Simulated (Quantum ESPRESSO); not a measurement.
**MgO (Periclase): a worked LO-TO splitting**

Aim: work out the LO frequency and the static dielectric constant of MgO (Periclase) from one linear-response run, then check them.

Method: DFT LDA, scalar-relativistic, plane waves, PseudoDojo norm-conserving pseudopotentials, in Quantum ESPRESSO 7.5.

The database entry behind the starting cell differs from later determinations by our own check (about 0.1 % long), so it need not match the best structure at ambient conditions.

## 1. Set-up

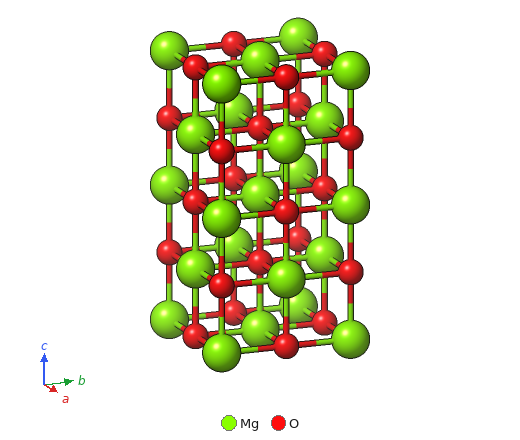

The starting structure, seen slightly off an axis (magnesium green, oxygen red). 1×1×2 cells are drawn. This picture shows the conventional cell, with its axes. Some periodic images of atoms are drawn too.

Structure file:

```
Mg O
1.0
    -2.08016    0.00000    2.08016
     0.00000    2.08016    2.08016
    -2.08016    2.08016    0.00000
Mg O
1 1
Direct
  0.00000 0.00000 0.00000
  0.50000 0.50000 0.50000
```

This is the cell after its relaxation at this level of theory, not the database cell from which that began.

## 2. What the response run gave

A linear-response run on the relaxed cell, with the response to an electric field; only its zone-centre results are used. Cutoff 84 Ry, k mesh 12×12×12.

Output:

```text
[banners, grids, parts of the stress and lines that vanish by symmetry left out]
Program PHONON v.7.5
     Reading xml data from directory:

[...]
Exchange-correlation= PW
                           (   1   4   0   0   0   0   0)
[...]
kinetic-energy cut-off    =      84.0000  Ry
     charge density cut-off    =     336.0000  Ry
     convergence threshold     =      1.0E-18
[...]
Exchange-correlation= PW
                           (   1   4   0   0   0   0   0)
[...]
q = (   0.0000000   0.0000000   0.0000000 )
     49 Sym.Ops. (with q -> -q+G )
     G cutoff =  526.0558  (  12627 G-vectors)     FFT grid: ( 36, 36, 36)
     number of k points=    72
[...]
Mode symmetry, O_h (m-3m)  point group:
[...]
Dielectric constant
[...]
End of electric fields calculation
          Dielectric constant in cartesian axis
          (       3.171331095      -0.000000000      -0.000000000 )
          (      -0.000000000       3.171331095       0.000000000 )
          (      -0.000000000       0.000000000       3.171331095 )
          Effective charges (d Force / dE) in cartesian axis without acoustic sum rule applied (asr)
           atom    1  Mg    Mean Z*:        1.97186
      Ex  (        1.97186       -0.00000       -0.00000 )
      Ey  (       -0.00000        1.97186        0.00000 )
      Ez  (       -0.00000        0.00000        1.97186 )
           atom    2  O     Mean Z*:       -1.97159
      Ex  (       -1.97159        0.00000        0.00000 )
      Ey  (        0.00000       -1.97159       -0.00000 )
      Ez  (        0.00000       -0.00000       -1.97159 )
          Effective charges Sum: Mean:        0.00027
[...]
Effective charges (d Force / dE) in cartesian axis with asr applied:
           atom    1  Mg    Mean Z*:        1.97173
[...]
atom    2  O     Mean Z*:       -1.97173
[...]
Representation #   1 modes #   1   2   3
[...]
End of self-consistent calculation
     Convergence has been achieved
     Representation #   2 modes #   4   5   6
[...]
End of self-consistent calculation
     Convergence has been achieved
[...]
Dielectric constant in cartesian axis
          (       3.171331095      -0.000000000      -0.000000000 )
          (      -0.000000000       3.171331095       0.000000000 )
          (      -0.000000000       0.000000000       3.171331095 )
          Effective charges (d Force / dE) in cartesian axis without acoustic sum rule applied (asr)
           atom    1  Mg    Mean Z*:        1.97186
      Ex  (        1.97186       -0.00000       -0.00000 )
      Ey  (       -0.00000        1.97186        0.00000 )
      Ez  (       -0.00000        0.00000        1.97186 )
           atom    2  O     Mean Z*:       -1.97159
      Ex  (       -1.97159        0.00000        0.00000 )
      Ey  (        0.00000       -1.97159       -0.00000 )
      Ez  (        0.00000       -0.00000       -1.97159 )
          Effective charges Sum: Mean:        0.00027
[...]
Effective charges (d Force / dE) in cartesian axis with asr applied:
           atom    1  Mg    Mean Z*:        1.97173
[...]
atom    2  O     Mean Z*:       -1.97173
[...]
q = (    0.000000000   0.000000000   0.000000000 )
[...]
freq (    1) =       0.084185 [THz] =       2.808104 [cm-1]
     freq (    2) =       0.084185 [THz] =       2.808104 [cm-1]
     freq (    3) =       0.084185 [THz] =       2.808104 [cm-1]
     freq (    4) =      12.266595 [THz] =     409.169564 [cm-1]
     freq (    5) =      12.266595 [THz] =     409.169564 [cm-1]
     freq (    6) =      12.266595 [THz] =     409.169564 [cm-1]
[...]
Mode symmetry, O_h (m-3m)  point group:
     freq (   1-   3) =          2.8  [cm-1]   --> T_1u G_15  G_4- I
     freq (   4-   6) =        409.2  [cm-1]   --> T_1u G_15  G_4- I

   JOB DONE.
```

| quantity | value |
| --- | --- |
| cell volume Ω (Å³) | 18.002 |
| mass of Mg (u) | 24.305 |
| mass of O (u) | 15.999 |
| Born charge of Mg, raw (e) | 1.972 |
| Born charge of O, raw (e) | -1.972 |
| ε∞ | 3.171 |
| ω(TO) after the sum rule (cm⁻¹) | 409.2 |

## 3. The calculation

The charges must sum to zero over the cell; taking off their mean, 0.000 e, leaves Z* = 1.972 e on Mg. In the polar mode Mg moves against O, so the reduced mass is μ = 24.30 × 16.00 / 40.30 = 9.648 u.

A longitudinal wave builds up a field that adds to the restoring force: ω(LO)² = ω(TO)² + 4π Z*² / (μ Ω ε∞), in Hartree atomic units. With μ = 17587 electron masses and Ω = 121.48 bohr³ the second term is 7.2104e-06 Ha², or 347317 cm⁻² (1 Ha = 219474.6 cm⁻¹).

So ω(LO) = √(167412 + 347317) = 717.4 cm⁻¹, and by the Lyddane-Sachs-Teller relation ε₀ = ε∞ (ω(LO)/ω(TO))² = 9.75.

## 4. Check against the program

The analysis program adds the same non-analytic term to the full matrix, here for q along (1 0 0).

Output:

```text
[banner, memory and clock lines left out]
Program DYNMAT v.7.5

     Reading Dynamical Matrix from file g.dyn
     ...Force constants read
     ...epsilon and Z* read

     Polarizability (A^3 units)
     multiply by 0.580121 for Clausius-Mossotti correction
         3.110556   -0.000000   -0.000000
        -0.000000    3.110556    0.000000
        -0.000000    0.000000    3.110556

     IR activities are in (D/A)^2/amu units

# mode   [cm-1]    [THz]      IR
    1     -0.00   -0.0000    0.0000
    2     -0.00   -0.0000    0.0000
    3     -0.00   -0.0000    0.0000
    4    409.16   12.2664    9.2965
    5    409.16   12.2664    9.2965
    6    717.44   21.5083    9.2965
```

ε₀ comes from the program's run without a direction of q.

| quantity | by hand | program |
| --- | --- | --- |
| ω(LO) (cm⁻¹) | 717.4 | 717.4 |
| ε₀ | 9.75 | 9.75 |

## 5. What came out

| Item | Value |
| --- | --- |
| TO mode | 409.2 cm⁻¹ |
| LO mode | 717.4 cm⁻¹ |
| static dielectric constant | 9.750 |

The LO mode of MgO (Periclase) lies at 717 cm⁻¹, 308 cm⁻¹ above the TO mode; the formula meets the program within 0.1 cm⁻¹, as it must for a cubic crystal with one polar mode. ω(LO)² − ω(TO)² goes with Z*²/ε∞: an error of 5 % in ε∞ would move the LO mode by 11.6 cm⁻¹, and semilocal functionals tend to overestimate ε∞. These are harmonic values at zero temperature, at the volume of this functional, for the structure held cubic; stability elsewhere in the zone is no part of this calculation.

[Host names and launcher messages were left out of these logs when they were recorded.]

[Logs are printed without paths, hosts, clocks, repeated set-up lines and the standing remarks that a program may print on its own settings, such as how far it seeks lower states.]

[Hosts, paths, dates, database ids (printed as entryN), source tags and the programs' standing remarks are cut or masked in the printed files.]
